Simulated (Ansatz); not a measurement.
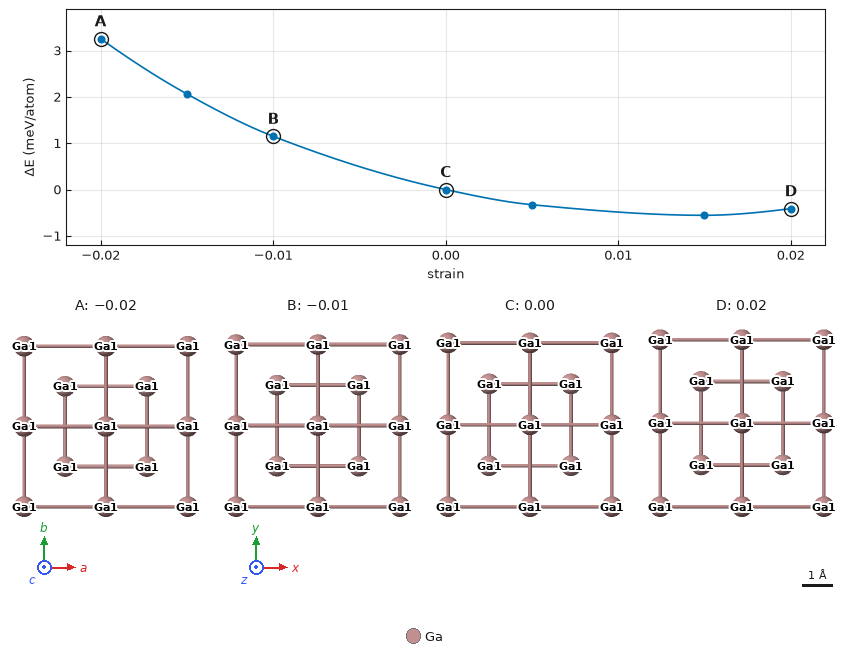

Crystalline Ga (I4/mmm): the cell is strained along y alone, with the atoms kept at their fractional coordinates. x, y and z are the Cartesian axes of the input. The lettered frames are marked on the plot. Style: ball-and-stick. Shown: the conventional cell (2 times the calculation's cell), repeated 2 × 2 × 2 with one cell outlined, along the c axis. Lengths and directions refer to the drawn axes.

Computed with DFT r2SCAN, scalar-relativistic, plane waves, PAW (Ansatz 0.2.0). Set-up: plane-wave cutoff 500 eV; k-point mesh 24 × 24 × 24; occupations gaussian; smearing width 0.15 eV; no spin polarisation. Energies (free energies at the smearing named) are counted from the cell as listed in its source, which wasn't relaxed.

### Read off the main features of the energy profile.

Of the computed points the lowest is at the strain 0.015, −0.56 meV/atom. At the ends of the scan the energy is 3.25 meV/atom (−0.02) and −0.41 meV/atom (0.02). The unrelaxed reference is under a pressure of 0.9 GPa, which tilts the curve. The distortion takes the space group from I4/mmm to Immm. At the strain −0.02 the cell of the drawing goes b 2.808 → 2.752 Å.
